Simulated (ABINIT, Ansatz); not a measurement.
# Quasiparticle gap of BaTiO3 (P4mm) in ABINIT, part 2 of 2

Aim: the G0W0 gap of BaTiO3 (P4mm) on PBE, step by step.

ABINIT 10.8.3; PBE and many-body steps on it, plane waves. Known limits of the many-body steps: not at the basis limit; no spin-orbit coupling; coarse k mesh.

So far. Step 3 (Empty states on the mesh, 4×4×4 mesh, 440 bands): On this mesh the gap is 1.826 eV. Step 4 (Screening, 4×4×4 mesh, 432 bands, screening to 272.1 eV): Local fields lower ε∞ by 9 %. On a Γ-centred mesh this coarse the value itself is usually too large, while a short band sum pulls it down.

The database entry behind the starting cell differs from later determinations by our own check (c/a about 0.6 % short), so it need not match the best structure at ambient conditions.

### Step 5. Self-energy, 4×4×4 mesh, 432 bands, screening to 272.1 eV

The self-energy is evaluated for the states that the input lists, and the levels follow from it, in one-shot runs by the linearised quasiparticle equation.

This step: G0W0 on PBE, plane waves, norm-conserving pseudopotentials.

run.abi

```
acell 3*1.0 Angstrom
rprim 
  3.999800000000 0.000000000000 0.000000000000
  0.000000000000 3.999800000000 0.000000000000
  0.000000000000 0.000000000000 4.018000000000
ntypat 3
znucl 56 22 8
natom 5
typat 1 2 3 3 3
xred 
  0.000000000000 0.000000000000 0.000000000000
  0.500000000000 0.500000000000 0.490000000000
  0.500000000000 0.500000000000 0.019000000000
  0.500000000000 0.000000000000 0.517000000000
  0.000000000000 0.500000000000 0.517000000000
pp_dirpath "pseudos"
pseudos "Ba.upf, Ti.upf, O.upf"
ecut 38
ngkpt 4 4 4
nshiftk 1
shiftk 0 0 0
kptopt 1
chksymbreak 0
istwfk *1
occopt 1
irdwfk 1
optdriver 4
nband 432
gwcalctyp 0
ecutsigx 38
symsigma 1
nkptgw 2
kptgw 
  0.5000000000 0.5000000000 0.5000000000
  0.0000000000 0.0000000000 0.0000000000
bdgw 
  18 23
  19 23
ecuteps 10
irdscr 1
ppmodel 1
indata_prefix "in"
outdata_prefix "out"
tmpdata_prefix "tmp"
```

Started as:

```
OMP_NUM_THREADS=1 mpirun -n 16 abinit run.abi > log
```

Numbers of over 12 decimals in the logs are rounded to 6 here.

The program printed:

```text
.Version 10.8.3 of ABINIT. v10.8.2 released Aug 2026.

 Symmetries : space group P4 m m (# 99); Bravais tP (primitive tetrag.)
[... echo of the input left out ...]
== DATASET  1 ==================================================================
-   mpi_nproc: 16, omp_nthreads: 1 (-1 if OMP is not activated)

--- !DatasetInfo
iteration_state: {dtset: 1, }
dimensions: {natom: 5, nkpt: 18, mband: 432, nsppol: 1, nspinor: 1, nspden: 1, mpw: 4929, }
cutoff_energies: {ecut:  38.0, pawecutdg:  -1.0, }
electrons: {nelect:   4.00000000E+01, charge:   0.00000000E+00, occopt:   1.00000000E+00, tsmear:   1.00000000E-02, }

 SIGMA: Calculation of the GW corrections

 Based on a program developped by R.W. Godby, V. Olevano, G. Onida, and L. Reining.
 Incorporated in ABINIT by V. Olevano, G.-M. Rignanese, and M. Torrent.
.Using double precision arithmetic ; gwpc =  8

[... cell and pseudopotentials left out ...]
--------------------------------------------------------------------------------

 ==== K-mesh for the wavefunctions ====
 Number of points in the irreducible wedge :    18
[... list of points left out ...]
 Together with  8 symmetry operations and time-reversal symmetry
 yields    64 points in the full Brillouin Zone.

 ==== Q-mesh for screening function ====
 Number of points in the irreducible wedge :    18
[... list of points left out ...]
 Together with  8 symmetry operations and time-reversal symmetry
 yields    64 points in the full Brillouin Zone.

 vcoul_init : cutoff-mode = AUXILIARY_FUNCTION
 q-points for optical limit:   1
     1)      0.000010    0.000020    0.000030
 setmesh: FFT mesh size selected  =    45x   45x   45
          total number of points  =        91125

 Number of electrons calculated from density =   40.0000; Expected =   40.0000
 average of density, n =  0.092210
 r_s =    1.3731
 omega_plasma =   29.2917 [eV]

 === KS Band Gaps ===
  >>>> For spin  1
   Minimum direct gap =   2.1061 [eV], located at k-point      :   0.0000  0.0000  0.0000
   Fundamental gap    =   1.8259 [eV], Top of valence bands at :   0.5000  0.5000  0.5000
                                       Bottom of conduction at :   0.0000  0.0000  0.0000
 SIGMA fundamental parameters:
 PLASMON POLE MODEL  1
 number of plane-waves for SigmaX                 4929
 number of plane-waves for SigmaC and W            659
 number of plane-waves for wavefunctions          4929
 number of bands                                   432
 number of independent spin polarizations            1
 number of spinorial components                      1
 number of k-points in IBZ                          18
 number of q-points in IBZ                          18
 number of symmetry operations                       8
 number of k-points in BZ                           64
 number of q-points in BZ                           64
 number of frequencies for dSigma/dE                 9
 frequency step for dSigma/dE [eV]                0.25
 number of omega for Sigma on real axis              0
 max omega for Sigma on real axis  [eV]           0.00
 zcut for avoiding poles [eV]                     0.10

 EPSILON^-1 parameters (SCR file):
 dimension of the eps^-1 matrix on file            659
 dimension of the eps^-1 matrix used               659
 number of plane-waves for wavefunctions          4929
 number of bands                                   432
 number of q-points in IBZ                          18
 number of frequencies                               2
 number of real frequencies                          1
 number of imag frequencies                          1

 matrix elements of self-energy operator (all in [eV])

 Perturbative Calculation

--- !SelfEnergy_ee
iteration_state: {dtset: 1, }
kpoint     : [   0.500,    0.500,    0.500, ]
spin       : 1
KS_gap     :    4.212
QP_gap     :    5.906
Delta_QP_KS:    1.694
data: !SigmaeeData |
     Band     E0 <VxcDFT>   SigX SigC(E0)      Z dSigC/dE  Sig(E)    E-E0       E
       18   6.549 -19.970 -25.000   4.557   0.759  -0.318 -20.329  -0.359   6.189
       19   6.549 -19.970 -25.000   4.557   0.759  -0.318 -20.329  -0.359   6.189
       20   6.633 -19.991 -25.032   4.588   0.758  -0.320 -20.334  -0.343   6.289
       21  10.844 -21.880 -13.200  -6.834   0.732  -0.366 -20.529   1.351  12.195
       22  10.844 -21.880 -13.200  -6.834   0.732  -0.366 -20.529   1.351  12.195
       23  10.845 -21.881 -13.129  -6.932   0.732  -0.366 -20.549   1.332  12.178

--- !SelfEnergy_ee
iteration_state: {dtset: 1, }
kpoint     : [   0.000,    0.000,    0.000, ]
spin       : 1
KS_gap     :    2.106
QP_gap     :    3.548
Delta_QP_KS:    1.442
data: !SigmaeeData |
     Band     E0 <VxcDFT>   SigX SigC(E0)      Z dSigC/dE  Sig(E)    E-E0       E
       19   6.353 -20.076 -24.606   4.049   0.764  -0.309 -20.444  -0.368   5.985
       20   6.353 -20.076 -24.606   4.049   0.764  -0.309 -20.444  -0.368   5.985
       21   8.459 -18.809 -11.399  -6.022   0.773  -0.293 -17.735   1.074   9.533
       22   8.671 -19.000 -11.886  -5.710   0.773  -0.294 -17.916   1.085   9.755
       23   8.671 -19.000 -11.886  -5.710   0.773  -0.294 -17.916   1.085   9.755

== END DATASET(S) ==============================================================
================================================================================

 -outvars: echo values of variables after computation  --------
           etotal      0.0000000000E+00
            nband         432
             nkpt          18
          spgroup          99
 [... the other variables as echoed above ...]

 Calculation completed.
```

Run time: 3.6 min. Hardware: 16 MPI ranks of Arm Neoverse N1, shared host; peak memory 13 GiB; 58 min of CPU time.

Numbers from this step:

- G0W0 gap on the points computed: 3.244 eV
- starting gap on the mesh: 1.826 eV
- k of the valence top: 0.5, 0.5, 0.5
- k of the conduction bottom: 0, 0, 0
- Z at the valence top: 0.758
- Z at the conduction bottom: 0.773
- least direct G0W0 gap on the computed points: 3.548 eV

The gap on the mesh goes from 1.83 eV to 3.24 eV, a correction of +1.42 eV.

Limits: finite bands, cutoff and mesh; no spin-orbit coupling; coarse k mesh. v1 is the top filled band, c1 the lowest empty one. The levels before and after the correction (eV, zero at the valence-band top of each column):

```tsv
	conduction bottom	valence top
Kohn-Sham	1.83	0.00
G0W0	3.24	0.00
```

```tsv
	level	energy (eV)
Kohn-Sham	(0.5 0.5 0.5) v3-v2	-0.084
Kohn-Sham	(0.5 0.5 0.5) v1	0.000
Kohn-Sham	(0.5 0.5 0.5) c1-c2	4.212
Kohn-Sham	(0.5 0.5 0.5) c3	4.213
Kohn-Sham	Γ v2-v1	-0.280
Kohn-Sham	Γ c1	1.826
Kohn-Sham	Γ c2-c3	2.038
G0W0	(0.5 0.5 0.5) v3-v2	-0.100
G0W0	(0.5 0.5 0.5) v1	0.000
G0W0	(0.5 0.5 0.5) c1-c2	5.906
G0W0	(0.5 0.5 0.5) c3	5.889
G0W0	Γ v2-v1	-0.304
G0W0	Γ c1	3.244
G0W0	Γ c2-c3	3.466
```

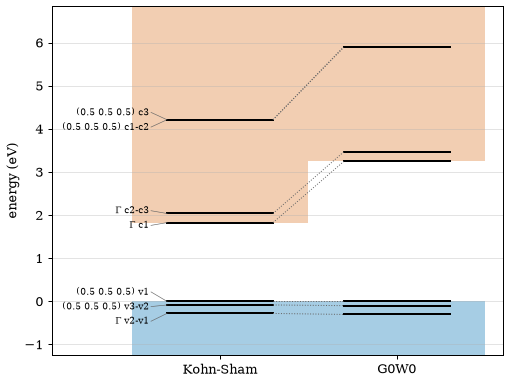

Levels before and after the correction. Shaded: valence and conduction bands.

### Step 6. Where the time went

Times are wall times on 16 MPI ranks of Arm Neoverse N1, shared host, good to a factor of about two.

```tsv
step	time	share	memory (GiB)
ground state	51 s	2 %	1.2
empty states on the mesh	7.3 min	17 %	21
screening	31 min	73 %	10.0
self-energy	3.6 min	8 %	13
```

### Step 7. Summary of results

| Property | Result |
| --- | --- |
| PBE gap | 1.83 eV, indirect |
| G0W0 gap on the mesh | 3.24 eV |
| GW settings | 4×4×4 mesh, 432 bands, screening to 272.1 eV, Godby-Needs plasmon pole |
| known limits | not at the basis limit; no spin-orbit coupling; coarse k mesh |

What this shows: G0W0 moves the gap on the mesh from 1.83 eV to 3.24 eV (+1.42 eV), with Z of 0.76 and 0.77 at the edges. Local fields lower the RPA ε∞ on this mesh from 6.75 to 6.16; a Γ-centred mesh this coarse tends to raise both, most where the direct gap is narrow, while a short band sum lowers them. Only 2 of the mesh's irreducible points were corrected, so a valley elsewhere could overtake. The dearest step here is «screening». Bands and cutoff are finite, so the gap is not at the basis limit. The miss can reach some tenths of an eV and take either sign; the mesh is an error of its own. In the G0W0 run levels were corrected at 2 k points alone, so a gap called «on the mesh» is the least over those, and an edge elsewhere would be missed. The 4×4×4 mesh is coarse for this cell, which bears on the long-range parts of exchange and screening. The many-body steps are scalar-relativistic: spin-orbit coupling is not in them.

[Paths, hosts, dates, memory and timing lines, banners, echoed tables and standing remarks are left out of the program output.]

[Logs are printed without paths, hosts, clocks, repeated set-up lines and the standing remarks that a program may print on its own settings, such as how far it seeks lower states.]

[Runs of the session that timed out or met a known fault of the program may be left out.]

[Hosts, paths, dates, database ids (printed as entryN), source tags and the programs' standing remarks are cut or masked in the printed files.]

[G0W0 gaps are taken among the corrected bands and points alone; a level outside them can change the order at an edge.]

[Where Ansatz stands beside ABINIT at settings called matched, ABINIT's density can come from a denser mesh and the files from another edition; pairs whose starting gaps differed by over 0.03 eV were left out, so agreement reads better than it is.]
